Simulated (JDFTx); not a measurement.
Geometry relaxation of Ca (part 2 of 2)

The same run, continued: Ca (Fm-3m, 1 atom in the cell); Kohn-Sham DFT of a periodic cell, PBE, SPMS-PBE-1.0, no spin polarisation (JDFTx 1.7.0 (patched build)); cutoff 1088.45 eV, 8×8×8 k-mesh, fermi-dirac of 0.05 eV. The structure derives from an entry of the Crystallography Open Database.

Geometry of the input (Å; fractional positions):
```
0.0000  2.7942  2.7942
2.7942  0.0000  2.7942
2.7942  2.7942  0.0000
Ca 0.0000  0.0000  0.0000
```

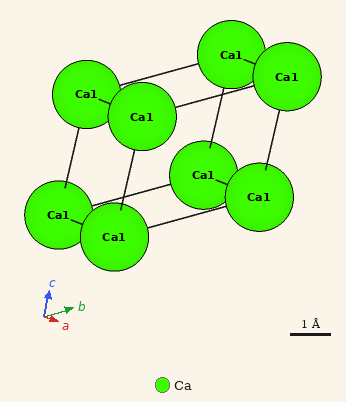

Figure 1. The geometry at step 2 of the log (spheres-only view of the cell of the calculation, seen slightly off an axis; atoms are numbered from 1 in the order of the input).

### The program's output, continued
```
# Ionic positions in cartesian coordinates:
ion Ca   0.000000000000000   0.000000000000000   0.000000000000000 1

# Forces in Cartesian coordinates:
force Ca   0.000000000000000  -0.000000000000000   0.000000000000000 1

# Energy components:
   Eewald =      -21.7520144620999538
       EH =       10.0195458916780460
     Eloc =      -30.6939982430826817
      Enl =       -1.4960246574813629
      Exc =       -7.3857120116444968
 Exc_core =        1.8791791878313544
       KE =       12.5064914855857978
-------------------------------------
     Etot =      -36.9225328092132941
       TS =        0.0004410614171930
-------------------------------------
        F =      -36.9229738706304857

LatticeMinimize: Iter:   1  F: -36.922973870630486  |grad|_K:  1.327e-03  alpha:  1.500e+01  linmin: -1.000e+00

#--- Lowdin population analysis ---
# oxidation-state Ca +0.504

-------- Electronic minimization -----------
Will mix electronic density at each iteration.
	FillingsUpdate:  mu: +0.175713100  nElectrons: 10.000000
	FillingsUpdate:  mu: +0.184158755  nElectrons: 10.000000
SCF: Cycle:  0   F: -36.923047508399108   dF: -2.890e-03   |Residual|: 1.579e-03   |deigs|: 6.347e-04
	FillingsUpdate:  mu: +0.184127644  nElectrons: 10.000000
SCF: Cycle:  1   F: -36.923051281311047   dF: -3.773e-06   |Residual|: 8.981e-04   |deigs|: 3.332e-04
	FillingsUpdate:  mu: +0.184077259  nElectrons: 10.000000
SCF: Cycle:  2   F: -36.923052181584268   dF: -9.003e-07   |Residual|: 3.308e-04   |deigs|: 4.378e-04
	FillingsUpdate:  mu: +0.184087232  nElectrons: 10.000000
SCF: Cycle:  3   F: -36.923052542384319   dF: -3.608e-07   |Residual|: 1.642e-04   |deigs|: 3.584e-04
	FillingsUpdate:  mu: +0.184079185  nElectrons: 10.000000
SCF: Cycle:  4   F: -36.923052622904862   dF: -8.052e-08   |Residual|: 1.348e-04   |deigs|: 1.897e-04
	FillingsUpdate:  mu: +0.184078860  nElectrons: 10.000000
SCF: Cycle:  5   F: -36.923052657688856   dF: -3.478e-08   |Residual|: 4.851e-05   |deigs|: 3.819e-04
	FillingsUpdate:  mu: +0.184078291  nElectrons: 10.000000
SCF: Cycle:  6   F: -36.923052664161212   dF: -6.472e-09   |Residual|: 4.137e-05   |deigs|: 9.865e-05
	FillingsUpdate:  mu: +0.184078196  nElectrons: 10.000000
SCF: Cycle:  7   F: -36.923052667471786   dF: -3.311e-09   |Residual|: 4.297e-05   |deigs|: 1.821e-05
	FillingsUpdate:  mu: +0.184077882  nElectrons: 10.000000
SCF: Cycle:  8   F: -36.923052668479677   dF: -1.008e-09   |Residual|: 3.569e-05   |deigs|: 2.004e-05
	FillingsUpdate:  mu: +0.184081758  nElectrons: 10.000000
SCF: Cycle:  9   F: -36.923052666626774   dF: +1.853e-09   |Residual|: 7.188e-05   |deigs|: 3.070e-05
	FillingsUpdate:  mu: +0.184072821  nElectrons: 10.000000
SCF: Cycle: 10   F: -36.923052669648158   dF: -3.021e-09   |Residual|: 3.407e-05   |deigs|: 3.693e-05
	FillingsUpdate:  mu: +0.184072687  nElectrons: 10.000000
SCF: Cycle: 11   F: -36.923052669731042   dF: -8.288e-11   |Residual|: 1.939e-05   |deigs|: 9.470e-06
	FillingsUpdate:  mu: +0.184073227  nElectrons: 10.000000
SCF: Cycle: 12   F: -36.923052669755691   dF: -2.465e-11   |Residual|: 9.697e-06   |deigs|: 1.290e-05
SCF: Converged (|Delta E|<1.000000e-09 for 2 iters).

Setting wave functions to eigenvectors of Hamiltonian
# Lattice vectors:
R =
[            0      5.21244      5.21244  ]
[      5.21244            0      5.21244  ]
[      5.21244      5.21244            0  ]
unit cell volume = 283.239

# Strain tensor in Cartesian coordinates:
[   -0.0128463            0            0  ]
[            0   -0.0128463            0  ]
[            0            0   -0.0128463  ]

# Stress tensor in Cartesian coordinates [Eh/a0^3]:
[ -7.86224e-07            0            0  ]
[            0 -7.86224e-07            0  ]
[            0            0 -7.86224e-07  ]

# Ionic positions in cartesian coordinates:
ion Ca   0.000000000000000   0.000000000000000   0.000000000000000 1

# Forces in Cartesian coordinates:
force Ca   0.000000000000000  -0.000000000000000   0.000000000000000 1

# Energy components:
   Eewald =      -21.9899958713607511
       EH =        9.8880643055511293
     Eloc =      -30.3324900447990871
      Enl =       -1.4973517930723736
      Exc =       -7.3915349395145267
 Exc_core =        1.8791794634303469
       KE =       12.5215056393140554
-------------------------------------
     Etot =      -36.9226232404512089
       TS =        0.0004294293044825
-------------------------------------
        F =      -36.9230526697556911

LatticeMinimize: Iter:   2  F: -36.923052669755691  |grad|_K:  5.798e-05  alpha:  1.000e+00  linmin:  1.000e+00

#--- Lowdin population analysis ---
# oxidation-state Ca +0.502

-------- Electronic minimization -----------
Will mix electronic density at each iteration.
	FillingsUpdate:  mu: +0.184073227  nElectrons: 10.000000
	FillingsUpdate:  mu: +0.183732486  nElectrons: 10.000000
SCF: Cycle:  0   F: -36.923052791381906   dF: -4.845e-06   |Residual|: 5.031e-05   |deigs|: 8.799e-06
	FillingsUpdate:  mu: +0.183732799  nElectrons: 10.000000
SCF: Cycle:  1   F: -36.923052837333515   dF: -4.595e-08   |Residual|: 3.454e-05   |deigs|: 6.508e-06
	FillingsUpdate:  mu: +0.183734454  nElectrons: 10.000000
[... 2 further cycles ...]
SCF: Cycle:  4   F: -36.923052850742778   dF: -9.813e-10   |Residual|: 1.322e-05   |deigs|: 1.896e-06
	FillingsUpdate:  mu: +0.183734918  nElectrons: 10.000000
SCF: Cycle:  5   F: -36.923052851163419   dF: -4.206e-10   |Residual|: 4.898e-06   |deigs|: 3.554e-06
SCF: Converged (|Delta E|<1.000000e-09 for 2 iters).

Setting wave functions to eigenvectors of Hamiltonian
# Lattice vectors:
R =
[            0       5.2147       5.2147  ]
[       5.2147            0       5.2147  ]
[       5.2147       5.2147            0  ]
unit cell volume = 283.608

# Strain tensor in Cartesian coordinates:
[   -0.0124178            0            0  ]
[            0   -0.0124178            0  ]
[            0            0   -0.0124178  ]

# Stress tensor in Cartesian coordinates [Eh/a0^3]:
[ -2.58825e-09            0            0  ]
[            0 -2.58825e-09            0  ]
[            0            0 -2.58825e-09  ]

# Ionic positions in cartesian coordinates:
ion Ca   0.000000000000000   0.000000000000000   0.000000000000000 1

# Forces in Cartesian coordinates:
force Ca  -0.000000000000000   0.000000000000000   0.000000000000000 1

# Energy components:
   Eewald =      -21.9804554089736328
       EH =        9.8933134874186521
     Eloc =      -30.3469581681391141
      Enl =       -1.4972960342654107
      Exc =       -7.3912996397308346
 Exc_core =        1.8791794764908454
       KE =       12.5208933353876599
-------------------------------------
     Etot =      -36.9226229518118316
       TS =        0.0004298993515854
-------------------------------------
        F =      -36.9230528511634191

LatticeMinimize: Iter:   3  F: -36.923052851163419  |grad|_K:  1.911e-07  alpha:  1.000e+00  linmin: -1.000e+00

#--- Lowdin population analysis ---
# oxidation-state Ca +0.502

-------- Electronic minimization -----------
Will mix electronic density at each iteration.
	FillingsUpdate:  mu: +0.183734918  nElectrons: 10.000000
	FillingsUpdate:  mu: +0.183734571  nElectrons: 10.000000
SCF: Cycle:  0   F: -36.923052851247398   dF: -9.273e-12   |Residual|: 4.708e-07   |deigs|: 9.838e-07
	FillingsUpdate:  mu: +0.183734540  nElectrons: 10.000000
SCF: Cycle:  1   F: -36.923052851388860   dF: -1.415e-10   |Residual|: 1.991e-06   |deigs|: 1.704e-06
SCF: Converged (|Delta E|<1.000000e-09 for 2 iters).

Setting wave functions to eigenvectors of Hamiltonian
LatticeMinimize: 	Wolfe criterion not satisfied: alpha: 1  (E-E0)/|gdotd0|: -75.8853  gdotd/gdotd0: 55.1628 (taking cubic step)

-------- Electronic minimization -----------
Will mix electronic density at each iteration.
	FillingsUpdate:  mu: +0.183734540  nElectrons: 10.000000
	FillingsUpdate:  mu: +0.183734166  nElectrons: 10.000000
SCF: Cycle:  0   F: -36.923052851411597   dF: -1.421e-12   |Residual|: 1.823e-07   |deigs|: 6.856e-07
	FillingsUpdate:  mu: +0.183734178  nElectrons: 10.000000
SCF: Cycle:  1   F: -36.923052851431642   dF: -2.004e-11   |Residual|: 1.118e-06   |deigs|: 1.307e-06
SCF: Converged (|Delta E|<1.000000e-09 for 2 iters).

Setting wave functions to eigenvectors of Hamiltonian
LatticeMinimize: 	Wolfe criterion not satisfied: alpha: 1.19176  (E-E0)/|gdotd0|: -90.286  gdotd/gdotd0: 32.7819 (taking cubic step)

-------- Electronic minimization -----------
Will mix electronic density at each iteration.
	FillingsUpdate:  mu: +0.183734178  nElectrons: 10.000000
	FillingsUpdate:  mu: +0.183734284  nElectrons: 10.000000
SCF: Cycle:  0   F: -36.923052851435109   dF: -9.237e-14   |Residual|: 1.117e-07   |deigs|: 5.231e-07
	FillingsUpdate:  mu: +0.183734277  nElectrons: 10.000000
SCF: Cycle:  1   F: -36.923052851438648   dF: -3.539e-12   |Residual|: 5.484e-07   |deigs|: 8.316e-07
SCF: Converged (|Delta E|<1.000000e-09 for 2 iters).

Setting wave functions to eigenvectors of Hamiltonian
LatticeMinimize: 	Wolfe criterion not satisfied: alpha: 1.21849  (E-E0)/|gdotd0|: -92.6443  gdotd/gdotd0: 46.579 (taking cubic step)

-------- Electronic minimization -----------
Will mix electronic density at each iteration.
	FillingsUpdate:  mu: +0.183734277  nElectrons: 10.000000
	FillingsUpdate:  mu: +0.183734223  nElectrons: 10.000000
SCF: Cycle:  0   F: -36.923052851440247   dF: -1.066e-12   |Residual|: 4.675e-08   |deigs|: 3.578e-07
	FillingsUpdate:  mu: +0.183734226  nElectrons: 10.000000
SCF: Cycle:  1   F: -36.923052851440637   dF: -3.908e-13   |Residual|: 2.233e-07   |deigs|: 3.412e-07
SCF: Converged (|Delta E|<1.000000e-09 for 2 iters).

Setting wave functions to eigenvectors of Hamiltonian
LatticeMinimize: 	Wolfe criterion not satisfied: alpha: 1.22239  (E-E0)/|gdotd0|: -93.314  gdotd/gdotd0: 40.1546 (taking cubic step)

-------- Electronic minimization -----------
Will mix electronic density at each iteration.
	FillingsUpdate:  mu: +0.183734226  nElectrons: 10.000000
	FillingsUpdate:  mu: +0.183734254  nElectrons: 10.000000
SCF: Cycle:  0   F: -36.923052851441220   dF: -6.111e-13   |Residual|: 2.356e-08   |deigs|: 3.152e-07
	FillingsUpdate:  mu: +0.183734253  nElectrons: 10.000000
SCF: Cycle:  1   F: -36.923052851440730   dF: +4.903e-13   |Residual|: 9.803e-09   |deigs|: 3.030e-07
SCF: Converged (|Residual|<1.000000e-07 for 2 iters).

Setting wave functions to eigenvectors of Hamiltonian
# Lattice vectors:
R =
[            0      5.21471      5.21471  ]
[      5.21471            0      5.21471  ]
[      5.21471      5.21471            0  ]
unit cell volume = 283.61

# Strain tensor in Cartesian coordinates:
[   -0.0124162            0            0  ]
[            0   -0.0124162            0  ]
[            0            0   -0.0124162  ]

# Stress tensor in Cartesian coordinates [Eh/a0^3]:
[ -1.11449e-07            0            0  ]
[            0 -1.11449e-07            0  ]
[            0            0 -1.11449e-07  ]

# Ionic positions in cartesian coordinates:
ion Ca   0.000000000000000   0.000000000000000   0.000000000000000 1

# Forces in Cartesian coordinates:
force Ca   0.000000000000000  -0.000000000000000   0.000000000000000 1

# Energy components:
   Eewald =      -21.9804191562240199
       EH =        9.8933234921197197
     Eloc =      -30.3469961767672949
      Enl =       -1.4972960880025030
      Exc =       -7.3912966442819652
 Exc_core =        1.8791794765364416
       KE =       12.5208821475126921
-------------------------------------
     Etot =      -36.9226229491069233
       TS =        0.0004299023338098
-------------------------------------
        F =      -36.9230528514407297

LatticeMinimize: Iter:   4  F: -36.923052851440730  |grad|_K:  8.229e-06  alpha:  1.223e+00  linmin: -1.000e+00
LatticeMinimize: Converged (|Delta F|<1.000000e-06 for 2 iters).

#--- Lowdin population analysis ---
# oxidation-state Ca +0.502

Dumping 'run.eigStats' ...
	eMin: -1.361325 at state 0 ( [ +0.000000 +0.000000 +0.000000 ] spin 0 )
	HOMO: +0.182447 at state 23 ( [ +0.125000 +0.250000 -0.375000 ] spin 0 )
	mu  : +0.183734
	LUMO: +0.186134 at state 19 ( [ +0.000000 +0.375000 -0.375000 ] spin 0 )
	eMax: +0.377518 at state 28 ( [ +0.250000 +0.500000 -0.250000 ] spin 0 )
	HOMO-LUMO gap: +0.003687
	Optical gap  : +0.020248 at state 25 ( [ +0.125000 +0.375000 -0.375000 ] spin 0 )
Done!
```

### Trajectory as extended XYZ (Å, eV, eV/Å), 5 frames, from step=0 to step=4
```
1
Lattice="0.0000 2.7942 2.7942 2.7942 0.0000 2.7942 2.7942 2.7942 0.0000" Properties=species:S:1:pos:R:3:forces:R:3 step=0 energy=-1004.72437
Ca    0.0000    0.0000    0.0000    0.0000   0.0000   0.0000
1
Lattice="0.0000 2.7885 2.7885 2.7885 0.0000 2.7885 2.7885 2.7885 0.0000" Properties=species:S:1:pos:R:3:forces:R:3 step=1 energy=-1004.72530
Ca    0.0000    0.0000    0.0000    0.0000   0.0000   0.0000
1
Lattice="0.0000 2.7583 2.7583 2.7583 0.0000 2.7583 2.7583 2.7583 0.0000" Properties=species:S:1:pos:R:3:forces:R:3 step=2 energy=-1004.72745
Ca    0.0000    0.0000    0.0000    0.0000   0.0000   0.0000
1
Lattice="0.0000 2.7595 2.7595 2.7595 0.0000 2.7595 2.7595 2.7595 0.0000" Properties=species:S:1:pos:R:3:forces:R:3 step=3 energy=-1004.72745
Ca    0.0000    0.0000    0.0000    0.0000   0.0000   0.0000
1
Lattice="0.0000 2.7595 2.7595 2.7595 0.0000 2.7595 2.7595 2.7595 0.0000" Properties=species:S:1:pos:R:3:forces:R:3 step=4 energy=-1004.72745
Ca    0.0000    0.0000    0.0000    0.0000   0.0000   0.0000
```

### Results in brief

| quantity | value |
| --- | --- |
| outcome | converged |
| space group (tolerance 0.01 Å) | Fm-3m (225) |
| electrons treated | 10 |
| free energy | −1004.7275 eV |
| Fermi energy | 5.000 eV |
| gap on the k-point mesh | none (metallic) |
| pressure | 0.00 GPa |
| final volume | 42.03 Å³ |
| largest force (length of the vector) at the end | under 0.001 eV/Å |
| final cell | a = 3.903 Å, b = 3.903 Å, c = 3.903 Å, α = 60.00°, β = 60.00°, γ = 60.00° |
| hardware | 1 thread of Intel Xeon (Sapphire Rapids), 32 GiB of memory available, shared host |
| wall time | 2.7 min |
| peak memory | 0.09 GiB |
